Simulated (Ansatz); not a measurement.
A series of calculations on SiO$_{2}$

### Relaxation

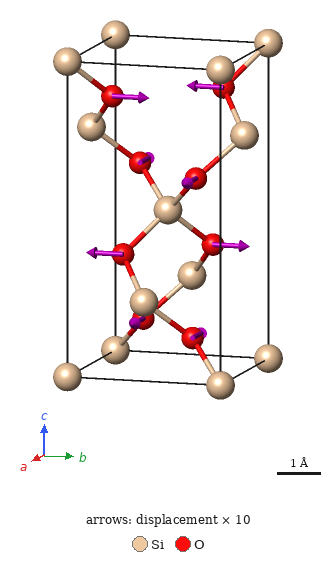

A relaxation of solid SiO₂ (set up in I-42d). The starting structure is drawn; purple arrows show the displacements (the part carried along by the change of the cell is left out), magnified 10 times.

A ball-and-stick model of the conventional cell (2 times the calculation's cell), seen slightly off an axis. Lengths and directions refer to the drawn axes.

Case: relaxed at 30 GPa.

These are results of Ansatz 0.2.0, DFT LDA, scalar-relativistic, plane waves, PAW, not measurements.

Input file:
```yaml
crystal:
  lattice:
    - [-1.8899102785, 1.8899102785, 3.7750201976]
    - [1.8899102785, -1.8899102785, 3.7750201976]
    - [1.8899102785, 1.8899102785, -3.7750201976]
  atoms:
    - { symbol: Si, position: [0.0, 0.0, 0.0] }
    - { symbol: Si, position: [0.75, 0.25, 0.5] }
    - { symbol: O, position: [0.375, 0.3400692351, 0.4650692351] }
    - { symbol: O, position: [1.0900692351, 0.625, 0.9650692351] }
    - { symbol: O, position: [0.6599307649, 0.125, 0.0349307649] }
    - { symbol: O, position: [0.875, -0.0900692351, 0.5349307649] }
basis:
  ecutwfc: 420
kpoints:
  mp_grid: { grid: [8, 8, 8] }
hamiltonian:
  xc: lda
scf:
  occupations: { method: gaussian, width: 0.02 }
output:
  forces: true
  stress: true
  eigenvalues: true
relax:
  adjacent_minimum: "off"
  f_tol: 0.008
  max_steps: 50
  cell: { stress_tol: 0.08, p_target: 30.0 }
```

Command:
```bash
ansatz run input.yaml --threads 1 --pin off --max-ram 2560MiB --backend cpu --events-out ev --progress --plain --runs-dir out
```

Question: Atoms of which element are displaced furthest, and by how much?

Answer: Oxygen: up to 0.092 Å, against 0.000 Å for silicon.

Question: Describe the change and its energy.

Answer: The energy rises by 0.115 eV per cell of the calculation in 7 accepted moves (10 points after the start). With the target pressure of 30 GPa, the enthalpy E + pV changes by −0.294 eV per cell of the calculation. Largest force component: 1.6 eV/Å at the start, under 0.0001 eV/Å at the end. The pressure goes from 41.51 to 30.00 GPa. At 3 points the geometry stayed and the basis and grid were re-selected for the new cell (energy shift of 3.8 meV per cell of the calculation at most each time). The largest moves relative to the cell, 0.092 Å, are those of O3, O4, O5 and O6. O3 goes along +a. Si stays in place. Cell: a = b 3.780 → 3.621 Å (−4.2 %), c 7.550 → 7.893 Å (+4.5 %). Volume −4.0 %. Some distances before and after: Si1–O3 1.563 → 1.597 Å. Among the angles between lasting bonds that change: Si1–O3–Si2 117.3° → 113.9°, O3–Si1–O6 105.7° → 103.7°. The space group stays I-42d (No. 122).

### Relaxation

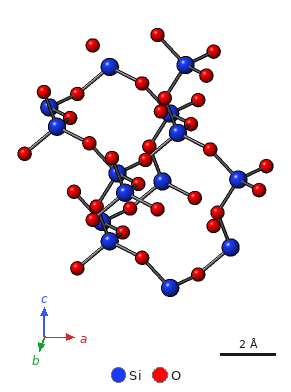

This is the input geometry for a relaxation of a crystal of SiO$_{2}$ (set up in I-42d). A ball-and-stick model of the atoms within 5.0 Å of the atom that moves most (axes of the conventional cell (2 times the calculation's cell)), seen from a free direction. Lengths and directions refer to the drawn axes.

Case: relaxed at 8 GPa.

Computed with Ansatz, DFT LDA, scalar-relativistic, plane waves, PAW.

The input:
```yaml
crystal:
  lattice:
    - [-2.2560778804, 2.2560778804, 3.5249206163]
    - [2.2560778804, -2.2560778804, 3.5249206163]
    - [2.2560778804, 2.2560778804, -3.5249206163]
  atoms:
    - { symbol: Si, position: [0.0, 0.0, 0.0] }
    - { symbol: Si, position: [0.75, 0.25, 0.5] }
    - { symbol: O, position: [0.375, 0.2653705934, 0.3903705934] }
    - { symbol: O, position: [1.0153705934, 0.625, 0.8903705934] }
    - { symbol: O, position: [0.7346294066, 0.125, 0.1096294066] }
    - { symbol: O, position: [0.875, -0.0153705934, 0.6096294066] }
basis:
  ecutwfc: 420
kpoints:
  mp_grid: { grid: [8, 8, 8] }
hamiltonian:
  xc: lda
scf:
  occupations: { method: gaussian, width: 0.02 }
output:
  forces: true
  stress: true
  eigenvalues: true
relax:
  adjacent_minimum: "off"
  f_tol: 0.008
  max_steps: 50
  cell: { stress_tol: 0.08, p_target: 8.0 }
```

Launched with:
```bash
ansatz run input.yaml --threads 1 --pin off --max-ram 2560MiB --backend cpu --events-out ev --progress --plain --runs-dir out
```

> Where does the relaxation end?

The largest moves relative to the cell, 0.17 Å, are those of O3, O4, O5 and O6. O4 goes along +b. Si stays in place. Cell: a = b 4.512 → 4.263 Å (−5.5 %), c 7.050 → 7.391 Å (+4.8 %). Volume −6.4 %. Among the contacts that change: Si1–O3 1.565 → 1.606 Å. Bond angles that change, for instance: Si1–O3–Si2 132.3° → 122.8°. The space group stays I-42d (No. 122). The energy falls by 81.1 meV per cell of the calculation in 9 accepted moves (12 points after the start). With the target pressure of 8 GPa, the enthalpy E + pV changes by −0.312 eV per cell of the calculation. The largest force component goes from 1.4 to 0.001 eV/Å. Pressure: 21.15 GPa at the start and 7.98 GPa at the end. At 3 points the geometry stayed and the basis and grid were re-selected for the new cell (energy shift of 8.3 meV per cell of the calculation at most each time). Cost: 2.5 min on 1 thread of Arm Neoverse V1 (shared host), peak memory 0.38 GiB.

History of the run:

```json
{"step": "0", "E − E(0), meV/atom": "0.00", "largest force component, eV/Å": "1.3523", "pressure, GPa": "21.15", "volume, Å³/atom": "11.961", "note": ""}
{"step": "1", "E − E(0), meV/atom": "-31.64", "largest force component, eV/Å": "0.8793", "pressure, GPa": "14.60", "volume, Å³/atom": "12.186", "note": ""}
{"step": "2", "E − E(0), meV/atom": "-51.94", "largest force component, eV/Å": "0.2845", "pressure, GPa": "7.25", "volume, Å³/atom": "12.310", "note": ""}
{"step": "3", "E − E(0), meV/atom": "-49.37", "largest force component, eV/Å": "0.0931", "pressure, GPa": "5.77", "volume, Å³/atom": "12.132", "note": ""}
{"step": "4", "E − E(0), meV/atom": "-30.11", "largest force component, eV/Å": "0.1222", "pressure, GPa": "5.93", "volume, Å³/atom": "11.546", "note": ""}
{"step": "5", "E − E(0), meV/atom": "-23.25", "largest force component, eV/Å": "0.0078", "pressure, GPa": "8.07", "volume, Å³/atom": "11.374", "note": ""}
{"step": "6", "E − E(0), meV/atom": "-22.99", "largest force component, eV/Å": "0.0005", "pressure, GPa": "8.00", "volume, Å³/atom": "11.368", "note": ""}
{"step": "7", "E − E(0), meV/atom": "-21.60", "largest force component, eV/Å": "0.0002", "pressure, GPa": "7.76", "volume, Å³/atom": "11.368", "note": "same geometry, new basis"}
{"step": "8", "E − E(0), meV/atom": "-15.50", "largest force component, eV/Å": "0.0241", "pressure, GPa": "7.98", "volume, Å³/atom": "11.219", "note": ""}
{"step": "9", "E − E(0), meV/atom": "-16.11", "largest force component, eV/Å": "0.0014", "pressure, GPa": "8.01", "volume, Å³/atom": "11.232", "note": ""}
{"step": "10", "E − E(0), meV/atom": "-15.47", "largest force component, eV/Å": "0.0019", "pressure, GPa": "7.95", "volume, Å³/atom": "11.232", "note": "same geometry, new basis"}
{"step": "11", "E − E(0), meV/atom": "-13.72", "largest force component, eV/Å": "0.0009", "pressure, GPa": "8.00", "volume, Å³/atom": "11.191", "note": ""}
{"step": "12", "E − E(0), meV/atom": "-13.52", "largest force component, eV/Å": "0.0010", "pressure, GPa": "7.98", "volume, Å³/atom": "11.191", "note": "same geometry, new basis"}
```

After the run, drawn alike:

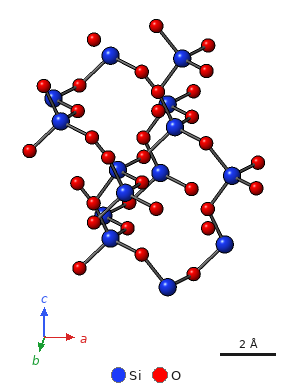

### Series

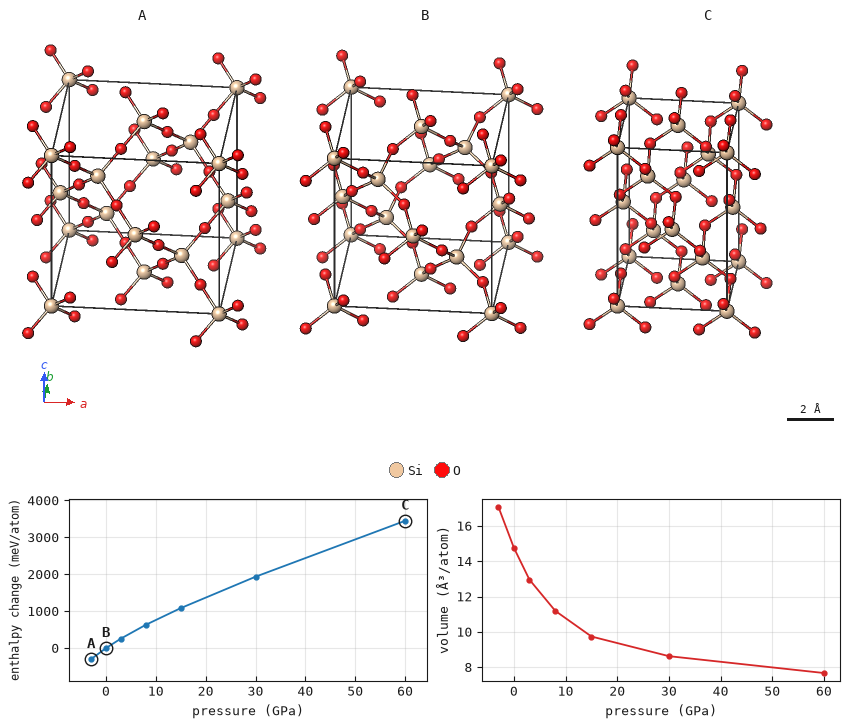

Members of a series of calculations on solid SiO$_{2}$ (set up in I-42d), marked on the first curve. Style: ball-and-stick. Shown: the conventional cell (4 times the calculation's cell), from a free direction. Lengths and directions refer to the drawn axes.

These are results of DFT LDA, scalar-relativistic, plane waves, PAW in Ansatz 0.2.0, not measurements. Set-up: plane-wave cutoff 420 eV; occupations gaussian; smearing width 0.02 eV; no spin polarisation. The k-mesh is chosen for each cell (6×6×6, 8×8×8, 10×10×10).

**How does the crystal respond to pressure?**

The structure is relaxed at several pressures. A (pressure −3.0 GPa): enthalpy change −300 meV/atom, volume 17.07 Å³ per atom. B (pressure 0.0 GPa): enthalpy change 0.0 meV/atom, volume 14.76 Å³ per atom. C (pressure 60.0 GPa): enthalpy change 3449 meV/atom, volume 7.67 Å³ per atom. The rest compares A with C. The volume changes by −55.1 %, with a = b 7.427 → 4.850 Å (−34.7 %), c 7.429 → 7.825 Å (+5.3 %). Near-neighbour distances before and after: O–Si 1.608 → 1.577 Å.
